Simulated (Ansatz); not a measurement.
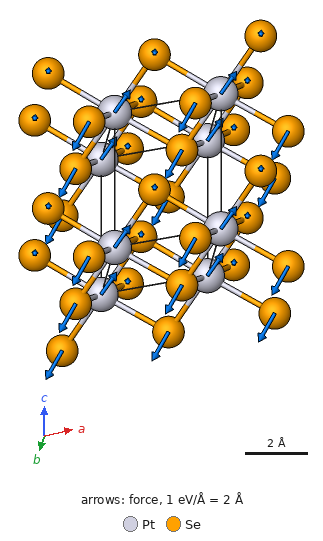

Starting geometry of crystalline PtSe₂ (set up in P1) with the computed forces as blue arrows. The picture is a ball-and-stick view of the cell of the calculation, seen from a free direction.

Theory: DFT PBE+D3(BJ), scalar-relativistic, plane waves, PAW (Ansatz).

The input:
```yaml
crystal:
  lattice:
    - [3.7717024412, 0.0, 0.0]
    - [-1.8858512206, 3.2663901296, 0.0]
    - [0.0, 0.0, 4.821826355]
  atoms:
    - { symbol: Pt, position: [-0.0033906487, -0.0008800344, -0.0033943941] }
    - { symbol: Se, position: [0.3299426846, 0.6657866323, 0.2621493532] }
    - { symbol: Se, position: [0.6734479641, 0.3350934021, 0.7412450408] }
basis:
  ecutwfc: 420
kpoints:
  mp_grid: { grid: [12, 12, 8] }
hamiltonian:
  xc: pbe
  dispersion: d3bj
scf:
  occupations: { method: gaussian, width: 0.15 }
output:
  forces: true
  stress: true
  eigenvalues: true
relax:
  adjacent_minimum: "off"
  f_tol: 0.01
  max_steps: 80
  cell: { stress_tol: 0.1 }
```

Launched with:
```bash
ansatz run input.yaml --threads 2 --pin off --max-ram 5120MiB --backend cpu --events-out ev --progress --plain --runs-dir out
```

### Is this structure relaxed? If not, where do the atoms go?

It isn't relaxed: the largest force vector, on Se3, is 0.58 eV/Å. The atoms end up moving mostly along the starting forces (cosine between the two patterns 0.93). The energy falls by 16.7 meV per cell of the calculation in 4 accepted moves (5 points after the start). Largest force component: 0.5 eV/Å at the start, 0.0009 eV/Å at the end. The pressure goes from 1.45 to 0.01 GPa. At 1 point the geometry stayed and the basis and grid were re-selected for the new cell (energy shift of less than 0.05 meV per cell of the calculation at most each time). The largest move relative to the cell is that of Se3, 0.039 Å along [−3 −1 −3]. By element the largest moves are Se 0.039 Å, Pt 0.020 Å. The drawn cell changes at constant volume: a = b 3.772 → 3.771 Å (0.0 %), c 4.822 → 4.826 Å (+0.1 %). Among the contacts that change: Pt1–Se3 2.480 → 2.526 Å. Among the angles between lasting bonds that change: Se3–Pt1–Se3 98.6° → 96.6°, Pt1–Se3–Pt1 98.6° → 96.6°. The space group (tolerance 0.01 Å) goes from P1 (No. 1) to P-3m1 (No. 164).
